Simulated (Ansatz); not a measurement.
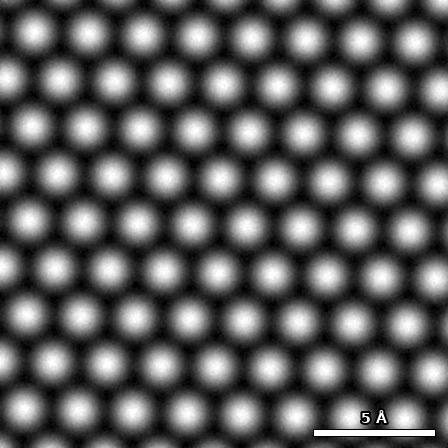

Dark-field STEM-like image of Co (P6/mmm, No. 191) along [001]. Simulation: incoherent imaging, intensity Z^1.7 per atom, probe width 1.30 Å, thin sample. The display is stretched by a gamma of 0.8; percentages refer to the linear signal. Shot noise was added. Model: the end point of a relaxation with DFT, RPBE, plane waves (420 eV) with PAW, scalar-relativistic (Ansatz); the starting structure was generated, so it need not be a known form of this composition.

**Interpret the image.**

The columns repeat on a hexagonal net with a repeat of 2.28 Å (plane group p6mm). All columns are alike (Co). The shortest distance between visible columns is 2.28 Å in projection. Along the beam the structure repeats every 2.42 Å.
